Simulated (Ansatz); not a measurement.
## Energy of GaAs along a strain of the cell

System: GaAs (2 atoms in the cell).
Method: DFT r2SCAN, scalar-relativistic, plane waves, PAW, no spin polarisation (Ansatz 0.2.0).

The 5 runs differ only in the geometry, by a strain of the cell at fixed fractional positions. Against run 3, the strain is εxx = η and εyy = η. The structure derives from an entry of the Crystallography Open Database.

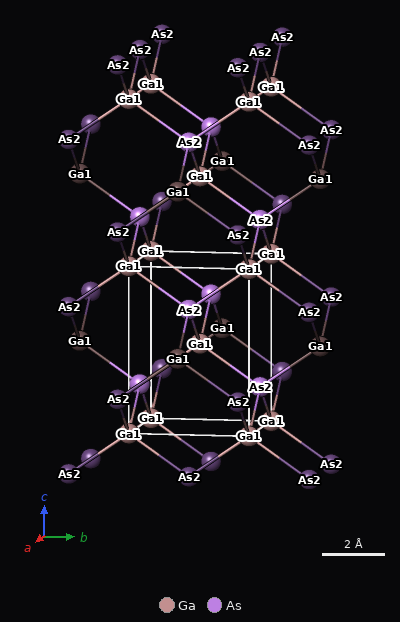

Figure 1. The structure of run 3 (ball-and-stick view of the cell 2 times as large as that of the calculation, set on its symmetry axes, repeated 1 × 1 × 2, seen slightly off an axis; neighbours outside the cell are drawn fainter; atoms are numbered from 1 in the order of the input). An atom can appear more than once, as a periodic image.

### Input of run 3
```yaml
crystal:
  lattice:
    - [0.0, 2.8332036537, 2.7623735624]
    - [2.8332036537, 0.0, 2.7623735624]
    - [2.8332036537, 2.8332036537, 0.0]
  atoms:
    - { symbol: Ga, position: [0.0, 0.0, 0.0] }
    - { symbol: As, position: [0.75, 0.75, 0.75] }
basis:
  ecutwfc: 500
kpoints:
  mp_grid: { grid: [8, 8, 8] }
hamiltonian:
  xc: r2scan
scf:
  occupations: { method: gaussian, width: 0.05 }
output:
  forces: true
  stress: true
  eigenvalues: true
```

Command:
```bash
ansatz run input.yaml --threads 2 --pin off --max-ram 5120MiB --backend cpu --events-out ev --progress --plain --runs-dir out
```

Run 4 differs from it as follows:
```diff
-    - [0.0, 2.8332036537, 2.7623735624]
-    - [2.8332036537, 0.0, 2.7623735624]
-    - [2.8332036537, 2.8332036537, 0.0]
+    - [0.0, 2.904033745, 2.7623735624]
+    - [2.904033745, 0.0, 2.7623735624]
+    - [2.904033745, 2.904033745, 0.0]
```

### Results, with one run withheld

| run | strain parameter η (%) | free energy per atom, from the lowest run given (meV) | pressure (GPa) | gap on the mesh (eV) |
| --- | --- | --- | --- | --- |
| 1 | −5.0000 | 90.58 | 12.37 | 1.39 |
| 2 | −2.5000 | 26.38 | 6.55 | 1.59 |
| 3 | 0.0000 | 0.00 | 1.94 | 1.06 |
| 4 | 2.5000 | ? | ? | ? |
| 5 | 5.0000 | 36.56 | −4.48 | 0.11 |

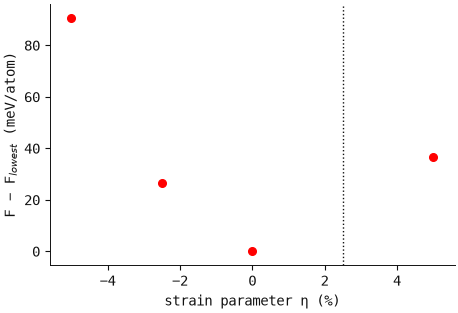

Figure 2. Free energy per atom of the runs given; the dotted line marks run 4.

Estimate the energy of run 4 from the others.

A quadratic polynomial in the coordinate, fitted to the 4 runs given, misses them by at most 1.76 meV per atom. With x = η + 0.6250, it reads F = 3.0151 − 8.5476 x + 2.5867 x² (meV per atom). At run 4 it gives 1.56 meV per atom, and the run itself gives 5.21. The fit has its minimum at η = 1.0272 %. The fit misses that run by 3.65 meV per atom. The gap on the mesh lies between 0.11 eV (run 5) and 1.59 eV (run 2); run 4 has 0.57 eV. These are gaps of this functional on this mesh, which can miss the band edges; they aren't the measured gap.

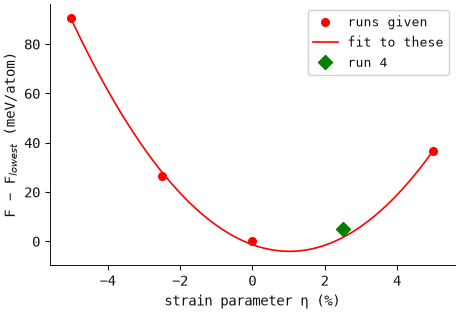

Figure 3. The fit and the withheld run.

### Output, shortened to warnings, some set-up lines, iterations and results (run 4)
```
Basis set: ecut = 500 eV, 1195 PW (Γ), exchange–correlation on 120×120×120 points (64 copies of the dense FFT grid, shifted against one another)
Symmetry: 8 space group operations
k-points: 59 of 512 (time reversal used)
Initial density: superposition of atomic densities (neutral atoms: chi_scale 0, normalization atom), corrected by the library's trained network
[...]
SCF iter   1: F=—  HF=-8655.725597 eV  |F-HF|=—  |Δ(HF+E_count)|=         —  Δρ=7.94e-3  dr2=1.09e-2  dr2_τ=3.91e-3  ethr=1.77e-3  ⟨swp⟩=5.6  Hψ=5161  notcnv=0
SCF iter   2: F=—  HF=-8655.733543 eV  |F-HF|=—  |Δ(HF+E_count)|=   7.95e-3  Δρ=1.66e-3  dr2=1.43e-3  dr2_τ=3.55e-5  ethr=3.89e-5  ⟨swp⟩=2.0  Hψ=2596  notcnv=0
SCF iter   3: F=—  HF=-8655.733184 eV  |F-HF|=—  |Δ(HF+E_count)|=   3.59e-4  Δρ=1.52e-3  dr2=4.00e-4  dr2_τ=3.62e-6  ethr=5.12e-6  ⟨swp⟩=2.0  Hψ=1595  notcnv=0
SCF iter   4: F=—  HF=-8655.733372 eV  |F-HF|=—  |Δ(HF+E_count)|=   1.88e-4  Δρ=3.14e-4  dr2=3.04e-5  dr2_τ=5.14e-7  ethr=1.43e-6  ⟨swp⟩=3.0  Hψ=1962  notcnv=0
SCF iter   5: F=—  HF=-8655.733364 eV  |F-HF|=—  |Δ(HF+E_count)|=   8.16e-6  Δρ=4.82e-5  dr2=1.18e-6  dr2_τ=1.20e-8  ethr=1.09e-7  ⟨swp⟩=2.0  Hψ=1888  notcnv=0
SCF iter   6: F=-8655.733364 eV  HF=-8655.733364 eV  |F-HF|=3.11e-8  |Δ(HF+E_count)|=   3.57e-7  Δρ=1.32e-5  dr2=9.57e-8  dr2_τ=2.11e-9  ethr=3.57e-10  ⟨swp⟩=3.3  Hψ=4540  …
SCF 1 converged in 6 iterations: F = -8655.733364 eV  dr2 = 9.57e-8
SCF converged after 6 iterations
Free energy (F): -8655.733364 eV
Harris-Foulkes:  -8655.733364 eV  (|F-HF|=3.11e-8)
Internal energy: -8655.733364 eV  (E = F + TS)
E sigma→0 (E₀):  -8655.733364 eV
Fermi energy:    7.989993 eV
--- Per-component energies (eV) ---
  E_band       = -341.010767
  E_kinetic    = 217.731537
  E_local      = -3961.870661  (includes V_loc(G=0)·N_el)
  E_nonlocal   = -242.848839
  E_hartree    = 1993.845550
  E_xc         = -136.150359
  E_vxc        = -143.279621  (∫ρ·V_xc dr)
  E_paw        = -3852.159425  (= ΣΔE_a)
  E_vpaw       = -205.926061  (= ΣTr[D̂ρ^β])
  E_aug_tail   = -0.000049  (compensation charges beyond the density's cutoff)
  E_vtau       = 7.498645  (kinetic-family band-sum trace: ∫τ·v_τ [+ j·A + Jᵃ·Aᵃ] dr)
  E_ewald      = -2672.170641
  E_core_change = -2.110478  (= ΣΔE_core)
  E_smearing   = -0.000000  (= −TS)
  E_closure    = 0.000000  (closes the sum)
  Σ components = -8655.733364   (vs F -8655.733364, Δ=0.00e0)
--- Forces (eV/Å), atoms counted from 1 ---
  atom   1  Ga    -0.00000000    -0.00000000    -0.00000000
  atom   2  As     0.00000000     0.00000000     0.00000000
  max |Σ_I F_I| component: 8.85e-17 eV/Å
--- Stress (GPa, compression-positive) ---
       -2.696247      -0.000000      -0.000000
       -0.000000      -2.696247       0.000000
        0.000000       0.000000       0.348166
  P = ⅓ Tr σ = -1.6814 GPa (-16.814 kbar)
```
